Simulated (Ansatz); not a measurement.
# Transmission past a defect: Cu wire along [110], 4 atoms a period, Al in place of one Cu, part 2 of 4

Aim: how much does this defect scatter, and at which energies?

Ansatz 0.2.0; DFT PBE, plane waves, PAW; relaxation of a wire's period (the session's first sound run).

So far. Step 2 (Relaxation of atoms and period): The cell's length comes to 2.434 Å with spin left out.

## (3) The wire at its relaxed period

This step: DFT PBE, plane waves, PAW; channels and complex bands of a perfect wire (Ansatz 0.2.0).

At the relaxed period the Bloch states of the perfect wire are found at each energy: those that move forward count the open channels, and those that decay describe how a disturbance dies away inside the wire itself. An energy step of 0.05 eV is too coarse for the program's thermal average, and saves time.

The input, input.yaml:

```yaml
crystal:
  lattice:
    - [8.615, 0.0, 0.0]
    - [0.0, 10.65, 0.0]
    - [0.0, 0.0, 2.434194564]
  atoms:
    - { symbol: Cu, position: [0.39319359, 0.442037373, 0.0] }
    - { symbol: Cu, position: [0.598664463, 0.331705731, 0.5] }
    - { symbol: Cu, position: [0.60680641, 0.557962627, 0.5] }
    - { symbol: Cu, position: [0.401335537, 0.668294269, 0.0] }
kpoints:
  mp_grid: { grid: [1, 1, 33] }
scf:
  occupations: { method: fermi_dirac, width: 0.05 }
hamiltonian:
  xc: pbe
output:
  transmission:
    e_range: [-1.5, 1.5]
    de: 0.05
    kmesh: [1, 1]
    reduced_basis: true
    leads: [[0, 0]]
basis:
  ecutwfc: "340 eV"
```

The run is started by

```sh
> ansatz run input.yaml --threads 4 --pin off --max-ram 16384MiB --backend cpu --events-out ev --progress --plain --runs-dir out
```

Numbers of over 12 decimals in the logs are rounded to 6 here.

What it wrote:

```text
Warning: basis.ecutwfc = 340 eV is below the records' recommended 420 eV, and the density's cutoff is lower with it unless basis.ecutrho_ratio is high enough to keep the records' density cutoff: compare with a run at a higher cutoff
[...]
Crystal: 4 atoms, lattice volume = 223.337 Å³
Basis set: ecut = 340 eV, 3215 PW (Γ)
Bands: 46, of which v1, the nominal top of the filled ones, is band 38 counted from 1 (37 counted from 0)
Symmetry: 4 space group operations
[...]
k-points: 17 of 33
[...]
SCF iter   1: F=—  HF=-26496.484496 eV  |F-HF|=—  |Δ(HF+E_count)|=         —  Δρ=2.11e-3  dr2=2.23e-2  ethr=1.77e-3  ⟨swp⟩=7.0  Hψ=3296  notcnv=0  defer=7
[...]
SCF iter   9: F=-26496.485700 eV  HF=-26496.485700 eV  |F-HF|=7.31e-9  |Δ(HF+E_count)|=   6.26e-9  Δρ=2.27e-6  dr2=2.00e-8  ethr=1.32e-10  ⟨swp⟩=10.8  Hψ=2558  notcnv=0
SCF 1 converged in 9 iterations: F = -26496.485700 eV  dr2 = 2.00e-8
[...]
transmission: 3 of 18 steps passed
transmission: 6 of 18 steps passed
[...]
transmission: 18 of 18 steps passed
SCF converged after 9 iterations
Free energy (F): -26496.485700 eV
[...]
Internal energy: -26496.468237 eV  (E = F + TS)
E sigma→0 (E₀):  -26496.476968 eV
Entropy (-TS):   -0.017463 eV (-4.366 meV/atom)
Fermi energy:    0.178627 eV
[...]
--- Band table (eV; the first three rows and the last of 17) ---
  k-point 0: bands = [... 34 lower, -1.2496, -1.1737, -1.0556, -1.0277, -0.7594, 0.1471, 1.3802, 1.8407, ... 4 higher]
  k-point 1: bands = [... 34 lower, -1.2581, -1.1850, -1.0659, -1.0461, -0.7246, 0.1773, 1.4201, 1.8746, ... 4 higher]
  k-point 2: bands = [... 34 lower, -1.2551, -1.2200, -1.0978, -1.0879, -0.6328, 0.2632, 1.5362, 1.9744, ... 4 higher]
  k-point 16: bands = [... 34 lower, -0.9815, -0.9542, 1.0177, 1.6322, 3.1534, 3.7341, 5.0093, 5.4954, ... 4 higher]
--- Transmission ---
  basis      : 649 plane waves across, 3 finite elements along
  points     : 1, standing for a mesh of 1 x 1
  energies   : 61 from -1.500000 to 1.500000 eV about the Fermi level, 0.050000 eV apart; the leads are filled to 0.000000 eV, and channels, transmission and decay are at 0.000000 eV
  crystal 0  : Cu4, at the sites [0, 0], period 2.4342 Å: whole cells are its period
    offset         : up to 0.0000 Å between an atom of the period and one for which it stands
    channels       : 4.000000e0 a spin
    conductance    : none, the energies end too early or step too widely for 300 K: set another output.transmission.e_range or a lower de, or, where they end at an eighth of basis.ecutwfc, a higher one
```

Run time: 50 s. Hardware: 4 threads of Arm Neoverse V2, shared host; peak memory 1.1 GiB.

Reading the cycles: dr2 is the Hartree energy of the density residual (eV), the measure of convergence; HF is the Harris–Foulkes estimate of the energy, which meets the free energy F at convergence.

This step gave:

| Quantity | Value |
| --- | --- |
| energy at zero smearing | -26496.4770 eV |
| channels at the energy nearest the Fermi level, one spin | 4 |
| band gap | 0 eV |

The open channels of the lead, one spin by energy, zero at the Fermi level:

```tsv
energy (eV)	open channels of the lead, one spin
-1.5000	5
-1.2500	6
-1.0000	2
-0.7500	3
-0.5000	3
-0.2500	3
0.0000	4
0.2500	4
0.5000	4
0.7500	4
1.0000	4
1.2500	5
1.5000	5
```

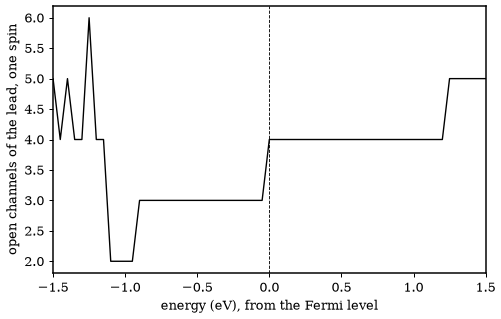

Open channels of the lead, one spin against energy.

The slowest values at each energy, most degenerate partners merged, listed up to 1.5 1/Å. Im kz of the slowest decaying states against energy, zero at the Fermi level:

```tsv
energy (eV)	decay 1 (Å⁻¹)	decay 2 (Å⁻¹)	decay 3 (Å⁻¹)	decay 4 (Å⁻¹)
-1.5000	0.0837	0.130	0.144	0.290
-1.2500	0.186	0.214	0.275	0.467
-1.0000	0.0970	0.216	0.231	0.313
-0.7500	0.266	0.349	0.381	0.384
-0.5000	0.258	0.362	0.416	0.460
-0.2500	0.196	0.363	0.434	0.461
0.0000	0.353	0.440	0.452	0.640
0.2500	0.331	0.434	0.437	0.702
0.5000	0.298	0.408	0.426	0.759
0.7500	0.248	0.373	0.408	0.767
1.0000	0.171	0.326	0.382	0.760
1.2500	0.263	0.347	0.748	0.854
1.5000	0.168	0.302	0.730	0.820
```

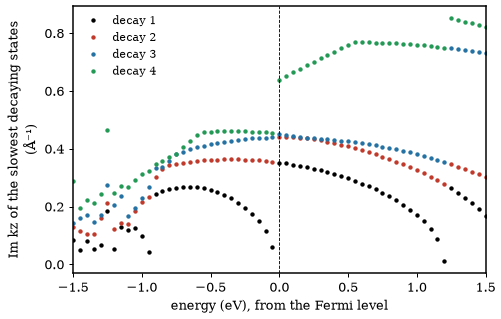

Im kz of the slowest decaying states, plotted against energy.

At the computed energy nearest the Fermi level there are 4 channels a spin.

(Continued in part 3 of 4.)

[Logs are printed without paths, hosts, clocks, repeated set-up lines and the standing remarks that a program may print on its own settings, such as how far it seeks lower states.]

[Hosts, paths, dates, database ids (printed as entryN), source tags and the programs' standing remarks are cut or masked in the printed files.]
